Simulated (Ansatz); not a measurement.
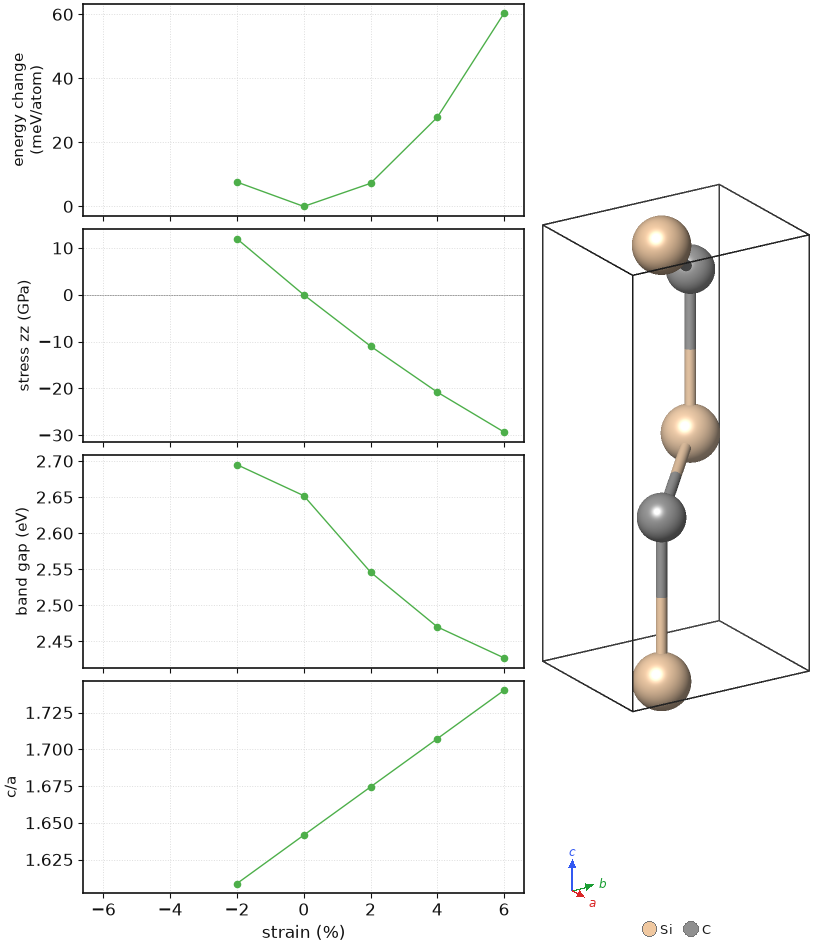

The plot gives the computed energy change, stress zz, band gap and c/a against strain for SiC, space group P6_3mc (No. 186). The cell is drawn beside the plot.

Cell as given: a = 3.075 Å, b = 3.075 Å, c = 5.048 Å, α = 90.00°, β = 90.00°, γ = 120.00°; 4 atoms.

How it was computed, with Ansatz 0.2.0: energy, stress and cell of a relaxed crystal along a series of strains, atoms and what the cell freedom names relaxed within the symmetry; stress is positive in compression; plane waves with PAW datasets, Γ-centred k mesh; energies extrapolated to zero smearing. Level: r2SCAN, no spin polarisation.

| setting | value |
| --- | --- |
| wave cutoff | 500 eV |
| k mesh | 12×12×6 |
| occupations | Gaussian |
| smearing width | 0.02 eV |
| strain kind | stretch along c with a and b held |
| cell freedom | cell held, only c stretched |

The points at strain −6 % and −4 % are left out of the plot. What values does the calculation give there?

| strain (%) | energy change (meV/atom) | stress zz (GPa) | band gap (eV) | c/a |
| --- | --- | --- | --- | --- |
| −6 | 71.55 | 37.98 | 2.430 | 1.5431 |
| −4 | 31.16 | 24.73 | 2.621 | 1.5759 |
